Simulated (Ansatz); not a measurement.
## Run report: In2O3, band-structure calculation (part 2 of 2)

Continued. System: In2O3 (Ia-3, 40 atoms in the cell). Method: DFT r2SCAN, scalar-relativistic, plane waves, PAW, PAW set soft_1, no spin polarisation (Ansatz 0.2.0); cutoff 500 eV, 4×4×4 k-mesh, Gaussian smearing of 0.02 eV. The structure derives from an entry of the Crystallography Open Database.

Output, continued:
```
  k-point 1: bands = ["-10.6171", "-10.2459", "-10.1804", "-10.1428", "-10.1162", "-10.0749", "-10.0248", "-9.9990", "-9.9786", "-9.9719", ... 66 levels left out ..., "-4.6041", "-4.5953", "-4.5930", "-4.5920", "-4.5860", "-4.5820", "-4.5771", "-4.5724", "-4.5718", "-4.5514", "-4.5477", "-4.5308", "-4.5179", "-4.4869", "-4.4509", "-4.4009", "-4.3766", "-4.3682", "-4.3301", "-4.2141", "-4.0447", "-3.9826", "-3.9612", "-3.9409", "-3.9238", "-3.6783", "-3.6732", "-3.6582", "2.6960",
      "2.7791", "2.8147", "2.9675", "3.0922", "3.1659", "3.1921", "3.2861", "3.2900", "3.4003", "3.6514", "3.6925", "3.9070", "3.9475", "4.1353", "4.1817", "4.2150", "4.2496", "4.5864", "4.6089", "4.6934", "4.7966", "4.8158", "4.8900", "4.9169", "4.9759", "5.0798", "5.1969", "5.2248", "5.3894", "5.5142", "5.5566", "5.6039", "5.6485", "5.7980", "5.8475", "5.9598", "5.9746", "6.0876", "6.1879", "6.1964",
      "6.2635", "6.3099", "6.3144", "6.3746", "6.4241", "6.4756", "6.5156", "6.6320", "6.7201", "6.7829", "6.8013", "6.8375", "6.8435", "6.9018", "6.9673", "7.0640", "7.1629", "7.2244", "7.2999", "7.3299", "7.3629", "7.3849", "7.4532", "7.4539", "7.4717", "7.5011", "7.5533", "7.6196", "7.6920", "7.7039", "7.7307", "9.9049", "12.5350", "13.1715", "13.1992", "13.2492", "13.2789", "13.7153", "13.8321", "14.0088",
      "14.1038", "14.1277", "14.2349", "14.3349", "14.4603", "14.4651", "14.7434", "15.0141", "15.0537", "15.1075", "15.2392", "15.5175", "15.5517", "15.6858", "16.0601", "16.4379", "16.5899", "16.8740", "16.8772", "17.1564", "17.4340", "17.6262", "17.8234", "17.8906", "17.9429", "18.2375", "18.2893", "18.6053", "18.7006", "18.8312", "18.9865", "19.0456", "19.1467", "19.2246", "19.2540", "19.3577", "19.5019", "19.5155", "19.6850", "19.7220",
      "19.8295", "19.9101", "19.9547", "20.0521", "20.1151", "20.4656", "20.6277", "20.7591", "20.7805", "20.8022", "20.9428", "21.0872", "21.1070", "21.2654", "21.2959", "21.4352", "21.4754", "21.5684", "21.5806", "21.7008", "21.7256", "21.7805", "22.4299", "22.4394", "22.5710", "22.8764", "23.0468", "23.0498", "23.1093", "23.2917", "23.4159", "23.5648", "23.6781", "23.7206", "24.0952", "24.1300", "24.3052", "24.5951", "24.7198", "24.7810",
      "24.9096", "25.1227", "25.1464", "25.2708", "25.3925", "25.5518", "25.7903", "25.8964", "26.1416", "26.1539", "26.6318"]
  k-point 2: bands = ["-10.4513", "-10.4513", "-10.1966", "-10.1966", "-10.1191", "-10.1191", "-9.9806", "-9.9806", "-9.9423", "-9.9423", ... 66 levels left out ..., "-4.6074", "-4.6074", "-4.6012", "-4.6012", "-4.5934", "-4.5934", "-4.5820", "-4.5820", "-4.5727", "-4.5727", "-4.5209", "-4.5209", "-4.5049", "-4.5049", "-4.4230", "-4.4230", "-4.3543", "-4.3543", "-4.1824", "-4.1824", "-3.9853", "-3.9853", "-3.9616", "-3.9616", "-3.8075", "-3.8075", "-3.7506", "-3.7506", "2.7560",
      "2.7560", "2.9931", "2.9931", "3.0578", "3.0578", "3.1024", "3.1024", "3.1916", "3.1916", "3.7048", "3.7048", "3.9733", "3.9733", "4.1747", "4.1747", "4.4161", "4.4161", "4.6580", "4.6580", "4.8245", "4.8245", "4.8831", "4.8831", "4.9315", "4.9315", "5.1942", "5.1942", "5.3316", "5.3316", "5.4696", "5.4696", "5.7068", "5.7068", "5.7573", "5.7573", "5.8113", "5.8113", "5.9980", "5.9980", "6.1180",
      "6.1180", "6.2878", "6.2878", "6.4406", "6.4406", "6.6125", "6.6125", "6.7019", "6.7019", "6.8046", "6.8046", "6.8642", "6.8642", "6.9316", "6.9316", "7.1267", "7.1267", "7.2578", "7.2578", "7.3195", "7.3195", "7.4013", "7.4013", "7.4657", "7.4657", "7.5275", "7.5275", "7.5977", "7.5977", "7.7101", "7.7101", "11.2107", "11.2107", "12.9892", "12.9892", "13.0924", "13.0924", "13.9743", "13.9743", "14.0559",
      "14.0559", "14.2695", "14.2695", "14.4179", "14.4179", "14.7646", "14.7646", "15.0697", "15.0697", "15.4217", "15.4217", "15.6396", "15.6396", "15.8101", "15.8101", "16.1980", "16.1980", "16.8361", "16.8361", "17.3528", "17.3528", "17.6607", "17.6607", "17.9789", "17.9789", "18.3705", "18.3705", "18.5017", "18.5017", "18.7320", "18.7320", "18.9848", "18.9848", "19.1755", "19.1755", "19.3236", "19.3236", "19.6207", "19.6207", "19.7430",
      "19.7430", "19.9823", "19.9823", "20.0713", "20.0713", "20.6194", "20.6194", "20.7777", "20.7777", "20.8937", "20.8937", "21.1355", "21.1355", "21.3199", "21.3199", "21.5030", "21.5030", "21.6636", "21.6636", "21.8701", "21.8701", "22.3219", "22.3219", "22.4359", "22.4359", "22.7548", "22.7548", "22.9606", "22.9606", "23.5358", "23.5358", "23.7910", "23.7910", "23.8921", "23.8921", "24.0596", "24.0596", "24.5065", "24.5065", "24.7669",
      "24.7669", "25.2295", "25.2295", "25.5834", "25.5834", "25.9424", "25.9424", "26.1663", "26.1663", "26.3529", "26.3529"]
  k-point 7: bands = ["-10.2932", "-10.2932", "-10.2932", "-10.2025", "-10.2025", "-10.2025", "-10.0657", "-10.0657", "-10.0657", "-10.0454", ... 66 levels left out ..., "-4.6163", "-4.6163", "-4.6046", "-4.6027", "-4.6027", "-4.5951", "-4.5951", "-4.5951", "-4.5865", "-4.5865", "-4.5865", "-4.5618", "-4.5618", "-4.5618", "-4.2175", "-4.2175", "-4.1290", "-4.1290", "-4.0563", "-4.0563", "-4.0563", "-4.0138", "-4.0138", "-4.0138", "-4.0062", "-3.8772", "-3.8772", "-3.8772", "2.5991",
      "2.5991", "2.5991", "2.8657", "2.8657", "2.8657", "3.4730", "3.4730", "3.4730", "3.5076", "4.0306", "4.1878", "4.1878", "4.1878", "4.2684", "4.2684", "4.2684", "4.2813", "4.2813", "4.2813", "4.5257", "4.5257", "4.5257", "4.7882", "4.9812", "4.9812", "4.9812", "5.1345", "5.2931", "5.2931", "5.5487", "5.5487", "5.6990", "5.6990", "5.6990", "5.9940", "5.9940", "5.9940", "6.0950", "6.0950", "6.1556",
      "6.1556", "6.1556", "6.4031", "6.4031", "6.4031", "6.5013", "6.5013", "6.5013", "6.5699", "6.5699", "6.9571", "6.9571", "6.9571", "7.0735", "7.0735", "7.1509", "7.2988", "7.2988", "7.2988", "7.4892", "7.4892", "7.4892", "7.4980", "7.4980", "7.4980", "7.4988", "7.4988", "7.5178", "7.5178", "7.5178", "7.5931", "12.1335", "12.1335", "12.1335", "12.1863", "12.1863", "12.1863", "13.7098", "13.7098", "13.7098",
      "13.9522", "14.7307", "14.7828", "14.7828", "14.7828", "15.1573", "15.1573", "15.1573", "15.2113", "15.2113", "15.2113", "16.2024", "16.2207", "16.3960", "16.3960", "16.3960", "16.5876", "16.5876", "16.5876", "17.3402", "17.3402", "17.3402", "17.6968", "17.6968", "17.6968", "17.9013", "17.9013", "17.9467", "17.9467", "17.9584", "17.9584", "17.9584", "18.2671", "18.2671", "18.2671", "19.8396", "19.8396", "20.0287", "20.0287", "20.2553",
      "20.2553", "20.2553", "20.5218", "20.7701", "20.7701", "20.7701", "20.7824", "20.7824", "20.7824", "20.8605", "20.8605", "20.8605", "21.1358", "21.1526", "21.1526", "22.2046", "22.2046", "22.2046", "22.4762", "22.4762", "22.4762", "22.5015", "22.5015", "22.5015", "22.9984", "22.9984", "22.9984", "23.2177", "23.2389", "23.2389", "23.2389", "23.6140", "23.6140", "24.0947", "24.0947", "24.0947", "24.1028", "24.1028", "24.1028", "24.3455",
      "24.6652", "24.6652", "24.6652", "24.9582", "24.9582", "24.9582", "25.4873", "25.6892", "25.6892", "25.6892", "26.2167"]
--- Löwdin populations: 40 sites ---
  site symbol       q [e]
     0     In     11.7585
     1     In     11.7585
     2     In     11.7585
     3     In     11.7585
     4     In     11.7585
     5     In     11.7585
     6     In     11.7585
     7     In     11.7585
     8     In     11.7585
     9     In     11.7585
    10     In     11.7585
    11     In     11.7585
    12     In     11.7564
    13     In     11.7564
    14     In     11.7564
    15     In     11.7564
    16      O      6.7775
    17      O      6.7775
    18      O      6.7775
    19      O      6.7775
    20      O      6.7775
    21      O      6.7775
    22      O      6.7775
    23      O      6.7775
    24      O      6.7775
    25      O      6.7775
    26      O      6.7775
    27      O      6.7775
    28      O      6.7775
    29      O      6.7775
    30      O      6.7775
    31      O      6.7775
    32      O      6.7775
    33      O      6.7775
    34      O      6.7775
    35      O      6.7775
    36      O      6.7775
    37      O      6.7775
    38      O      6.7775
    39      O      6.7775
  spilling = 0.003446 (of n_electrons = 352.000000)
```

File populations.tsv:
```
# site	symbol	l	j	q
# orbitals = lowdin
# n_electrons = 352.000000
# spilling = 0.003446
0	In	0_5S	-	0.679202
0	In	1_5P	-	1.090001
0	In	2_4D	-	9.989262
1	In	0_5S	-	0.679202
1	In	1_5P	-	1.090001
1	In	2_4D	-	9.989262
2	In	0_5S	-	0.679202
2	In	1_5P	-	1.090001
2	In	2_4D	-	9.989262
3	In	0_5S	-	0.679202
3	In	1_5P	-	1.090001
3	In	2_4D	-	9.989262
4	In	0_5S	-	0.679202
4	In	1_5P	-	1.090001
4	In	2_4D	-	9.989262
5	In	0_5S	-	0.679202
5	In	1_5P	-	1.090001
5	In	2_4D	-	9.989262
6	In	0_5S	-	0.679202
6	In	1_5P	-	1.090001
6	In	2_4D	-	9.989262
7	In	0_5S	-	0.679202
7	In	1_5P	-	1.090001
7	In	2_4D	-	9.989262
8	In	0_5S	-	0.679202
8	In	1_5P	-	1.090001
8	In	2_4D	-	9.989262
9	In	0_5S	-	0.679202
9	In	1_5P	-	1.090001
9	In	2_4D	-	9.989262
10	In	0_5S	-	0.679202
10	In	1_5P	-	1.090001
10	In	2_4D	-	9.989262
11	In	0_5S	-	0.679202
11	In	1_5P	-	1.090001
11	In	2_4D	-	9.989262
12	In	0_5S	-	0.675268
12	In	1_5P	-	1.091031
12	In	2_4D	-	9.990100
13	In	0_5S	-	0.675268
13	In	1_5P	-	1.091031
13	In	2_4D	-	9.990100
14	In	0_5S	-	0.675268
14	In	1_5P	-	1.091031
14	In	2_4D	-	9.990100
15	In	0_5S	-	0.675268
15	In	1_5P	-	1.091031
15	In	2_4D	-	9.990100
16	O	0_2S	-	1.738092
16	O	1_2P	-	5.039406
17	O	0_2S	-	1.738092
17	O	1_2P	-	5.039406
18	O	0_2S	-	1.738092
18	O	1_2P	-	5.039406
19	O	0_2S	-	1.738092
19	O	1_2P	-	5.039406
20	O	0_2S	-	1.738092
20	O	1_2P	-	5.039406
21	O	0_2S	-	1.738092
21	O	1_2P	-	5.039406
22	O	0_2S	-	1.738092
22	O	1_2P	-	5.039406
23	O	0_2S	-	1.738092
23	O	1_2P	-	5.039406
24	O	0_2S	-	1.738092
24	O	1_2P	-	5.039406
25	O	0_2S	-	1.738092
25	O	1_2P	-	5.039406
26	O	0_2S	-	1.738092
26	O	1_2P	-	5.039406
27	O	0_2S	-	1.738092
27	O	1_2P	-	5.039406
28	O	0_2S	-	1.738092
28	O	1_2P	-	5.039406
29	O	0_2S	-	1.738092
29	O	1_2P	-	5.039406
30	O	0_2S	-	1.738092
30	O	1_2P	-	5.039406
31	O	0_2S	-	1.738092
31	O	1_2P	-	5.039406
32	O	0_2S	-	1.738092
32	O	1_2P	-	5.039406
33	O	0_2S	-	1.738092
33	O	1_2P	-	5.039406
34	O	0_2S	-	1.738092
34	O	1_2P	-	5.039406
35	O	0_2S	-	1.738092
35	O	1_2P	-	5.039406
36	O	0_2S	-	1.738092
36	O	1_2P	-	5.039406
37	O	0_2S	-	1.738092
37	O	1_2P	-	5.039406
38	O	0_2S	-	1.738092
38	O	1_2P	-	5.039406
39	O	0_2S	-	1.738092
39	O	1_2P	-	5.039406
```

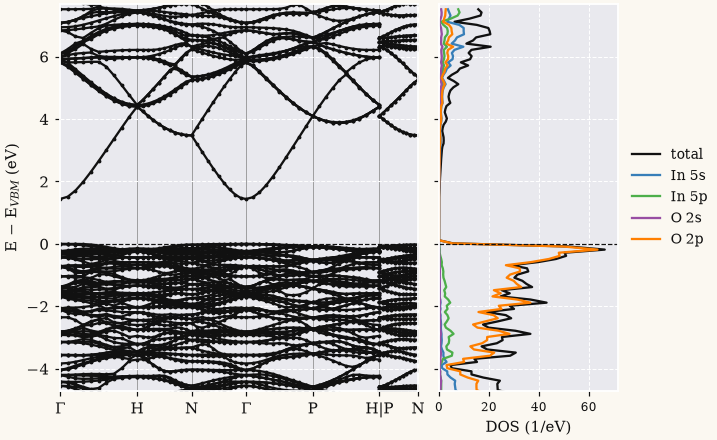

Band structure along Γ–H–N–Γ–P–H|P–N and density of states (projected on Löwdin-orthogonalised atomic shells), with energies from the valence-band top. There is a gap of 1.44 eV on this path, direct, at Γ.

Results in brief:

- outcome: converged
- space group (tolerance 0.01 Å): Ia-3 (206)
- electrons treated: 352
- free energy: −103447.2234 eV
- Fermi energy: 8.453 eV
- gap on the k-point mesh: 1.44 eV
- gap on the band path: 1.44 eV
- pressure: −6.00 GPa
- largest force (length of the vector): 0.058 eV/Å
- hardware: 8 threads of Intel Xeon Gold (Sapphire Rapids), 64 GiB of memory available, shared host
- wall time: 77 s (CPU time 9.8 min)
- peak memory: 11 GiB

The cell is under a tension of 6.0 GPa at this level, so it is not at its equilibrium volume.
